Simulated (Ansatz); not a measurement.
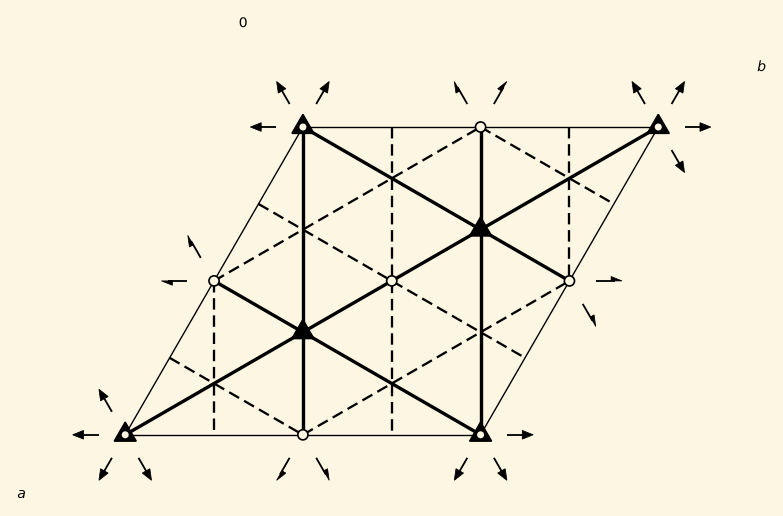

Symmetry elements of a space group, projected down c, computed from the operations of a computed or model structure of composition Te2Pt.

Graphical symbols as in the International Tables (origin upper left, heights as fractions; handed screw axes are marked by their printed symbols).

### Identify the space group.

P-3m1, No. 164; primitive trigonal (hexagonal lattice), point group -3m, 12 general positions a cell.

### List the elements shown.

−3 axes along c at (0, 0); 3 axes along c at (1/3, 2/3), (2/3, 1/3); inversion centres at (0, 0), (0, 1/2), (1/2, 0), (1/2, 1/2); mirror planes holding c and [1 2 0] or [2 1 0] or [−1 1 0]; in-plane glide planes holding c and [1 2 0] or [2 1 0] or [−1 1 0]; 2 axes along [1 1 0] at height 0; 2 axes along a at height 0; 2 axes along b at height 0; 2₁ axes along [1 1 0] at height 0; 2₁ axes along a at height 0; 2₁ axes along b at height 0. Heights repeat every half period; positions are (a, b) fractions, modulo 1.

### Write the general positions (in any order).

x, y, z; −x, −y, −z; −y, x−y, z; y, −x+y, −z; −x+y, −x, z; x−y, x, −z; y, x, −z; −y, −x, z; x−y, −y, −z; −x+y, y, z; −x, −x+y, −z; x, x−y, z
